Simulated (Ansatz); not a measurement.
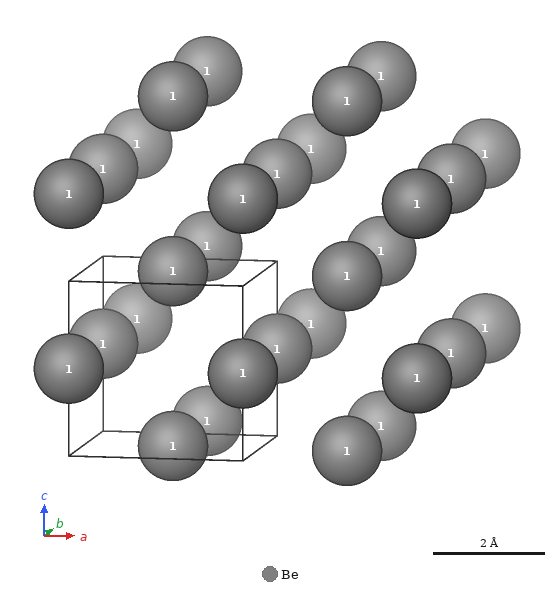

The starting point is a symmetric starting cell of Be (made from another compound by putting Be in place of Ca). The picture is a spheres-only view of the conventional cell (2 times the calculation's cell), repeated 2 × 2 × 2 with one cell outlined, seen slightly off an axis. Lengths and directions refer to the drawn axes.

All numbers below come from Ansatz, DFT PBEsol, scalar-relativistic, plane waves, PAW. (plane-wave cutoff 420 eV; k-point mesh 18 × 18 × 18; occupations gaussian; smearing width 0.1 eV; no spin polarisation)

Change: All lengths are scaled by +1.4 % (volume +4.2 %), the atoms keeping their fractional coordinates. No relaxation follows. The starting cell wasn't computed here and needn't be at equilibrium, so pressure and forces aren't due to the change alone.

Input
```yaml
crystal:
  lattice:
    - [-1.6258053578, 1.6258053578, 1.6191036119]
    - [1.6258053578, -1.6258053578, 1.6191036119]
    - [1.6258053578, 1.6258053578, -1.6191036119]
  atoms:
    - { symbol: Be, position: [0.5, 0.5, 0.0] }
basis:
  ecutwfc: 420
kpoints:
  mp_grid: { grid: [18, 18, 18] }
hamiltonian:
  xc: pbesol
scf:
  occupations: { method: gaussian, width: 0.1 }
output:
  forces: true
  stress: true
  eigenvalues: true
```

Command:
```bash
ansatz run input.yaml --threads 1 --pin off --max-ram 1331MiB --backend cpu --events-out ev --progress --plain --runs-dir out
```

Q: What is the effect?

A: The pressure is −24.3 GPa (not all of it need come from the change, since the unchanged cell can be under pressure at this level too). The principal stresses (compression positive) are −24.5 GPa along c and −24.2 GPa across it. All forces vanish by symmetry. The space group stays I4/mmm (No. 139).

Drawn alike, the variant:

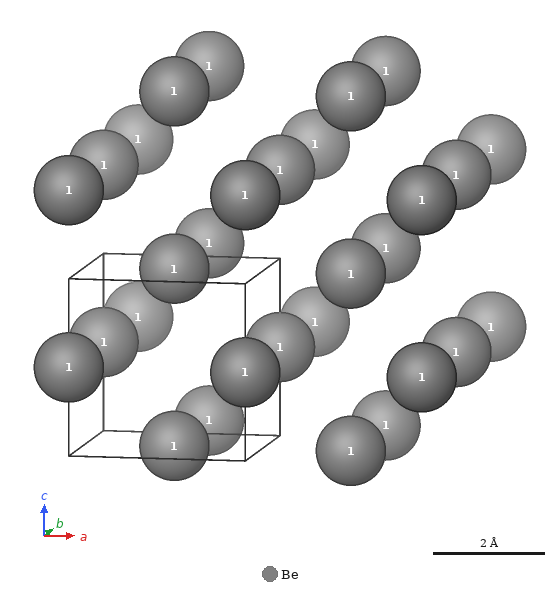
